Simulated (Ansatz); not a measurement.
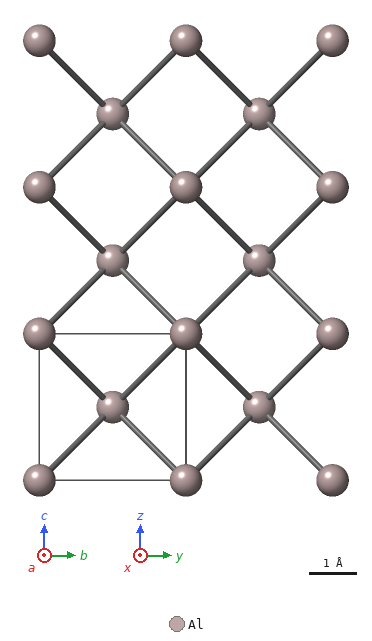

Solid Al (Im-3m): the cell is strained in shear in the yz plane, with the atoms kept at their fractional coordinates. x, y and z are the Cartesian axes of the input. The picture shows the reference cell. Style: ball-and-stick. Shown: the conventional cell (2 times the calculation's cell), repeated 3 × 2 × 3 with one cell outlined, along the a axis. Lengths and directions refer to the drawn axes.

These are results of DFT PBEsol, scalar-relativistic, plane waves, PAW in Ansatz, not measurements. (plane-wave cutoff 420 eV; k-point mesh 20 × 20 × 20; occupations gaussian; smearing width 0.15 eV; no spin polarisation). Energies (free energies at the smearing named) are counted from the cell as listed in its source, which wasn't relaxed.

```
Al
1.0
    -1.59122    1.59122    1.59122
     1.59122   -1.59122    1.59122
     1.59122    1.59122   -1.59122
Al
1
Direct
  0.00000 0.00000 0.00000
```

Predict the energy profile (the strain: −0.1000, −0.0750, −0.0500, −0.0250, 0.0000, 0.0125, 0.0250, 0.0375, 0.0500, 0.0625, 0.0750, 0.0875, 0.1000).

```csv
engineering shear strain,energy change (meV/atom)
−0.1000,26.1
−0.0750,14.3
−0.0500,6.0
−0.0250,1.4
0.0000,0.0
0.0125,0.3
0.0250,1.4
0.0375,3.2
0.0500,6.0
0.0625,9.7
0.0750,14.3
0.0875,19.8
0.1000,26.1
```

Points that are alike by symmetry were computed once.

Of the computed points the lowest is at the strain 0.00, 0.0 meV/atom. At the ends of the scan the energy is 26.1 meV/atom (−0.10) and 26.1 meV/atom (0.10). The unrelaxed reference is under a pressure of 2.2 GPa. The distortion takes the space group from Im-3m to Fmmm. At the strain −0.10 the cell of the drawing goes b 3.182 → 3.186 Å, c 3.182 → 3.186 Å, α 90.0° → 95.7°.
